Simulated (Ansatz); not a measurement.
System: LiBr, space group Fm-3m, 2 atoms in the cell.

```cif
data_structure
_symmetry_space_group_name_H-M 'Fm-3m'
_symmetry_Int_Tables_number 225
_cell_length_a 5.4890
_cell_length_b 5.4890
_cell_length_c 5.4890
_cell_angle_alpha 90.000
_cell_angle_beta 90.000
_cell_angle_gamma 90.000
_cell_volume 165.38
loop_
_atom_site_label
_atom_site_type_symbol
_atom_site_symmetry_multiplicity
_atom_site_Wyckoff_symbol
_atom_site_fract_x
_atom_site_fract_y
_atom_site_fract_z
_atom_site_occupancy
Li1 Li 4 a 0.00000 0.00000 0.00000 1
Br1 Br 4 b 0.50000 0.00000 0.00000 1
```

Ansatz; DFT, PBE, PAW with Ansatz's default frozen-core files, scalar-relativistic, no spin polarisation, 8×8×8 k mesh, Fermi-Dirac smearing of 0.03 eV.

What will the band structure and density of states look like? The path is Γ–X–U–K–Γ–L–W–X.

The material is gapped. The gap along this path is 4.96 eV and direct: both edges lie at Γ. Three bands meet at the valence-band top at Γ: it is triply degenerate (spin aside). The top valence band spans 1.2 eV and the lowest conduction band 3.1 eV. The direct gaps are 7.40 eV at X, 5.90 eV at L and 7.51 eV at K.

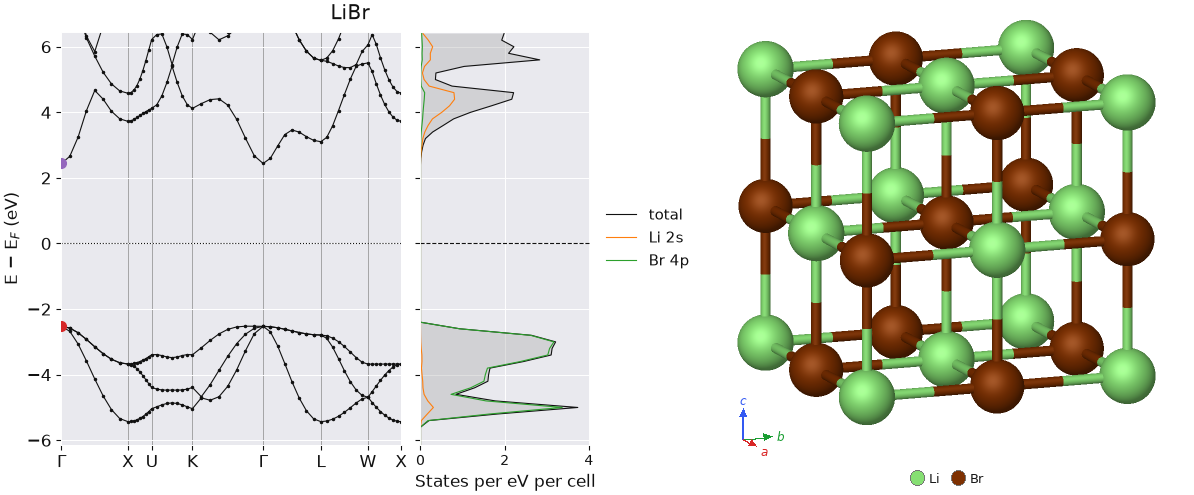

Band structure and density of states, beside the structure. Energies are counted from the Fermi level. The path runs straight from each named point to the next. The partial curves are projected on Löwdin-orthogonalised atomic shells; they sum to less than the total at higher energies, where shells without a projector contribute.
